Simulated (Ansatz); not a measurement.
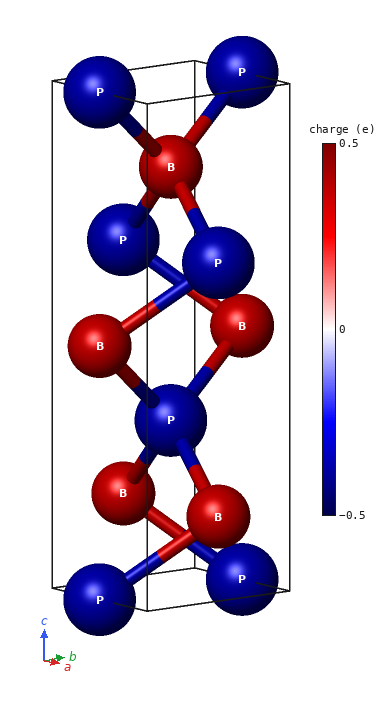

The crystal in a ball-and-stick representation, seen slightly off an axis. The wireframe shows the simulation cell. The atoms of this BP cell are coloured by their Bader charge.

Calculation details: DFT PBE, scalar-relativistic, plane waves, PAW (Ansatz); a basis cut at 420 eV, k-point mesh 12×12×6, Gaussian smearing of 0.1 eV, no spin polarisation.

> Interpret the colouring.

Most positive: B; most negative: P. Charges: about B +0.4 e; P -0.4 e.

The structure was taken from a structure type filled with these elements by a generator (whether the compound takes this form wasn't checked). Earlier steps of the study may have refined or changed the cell and positions. A calculation with Ansatz used it as input.
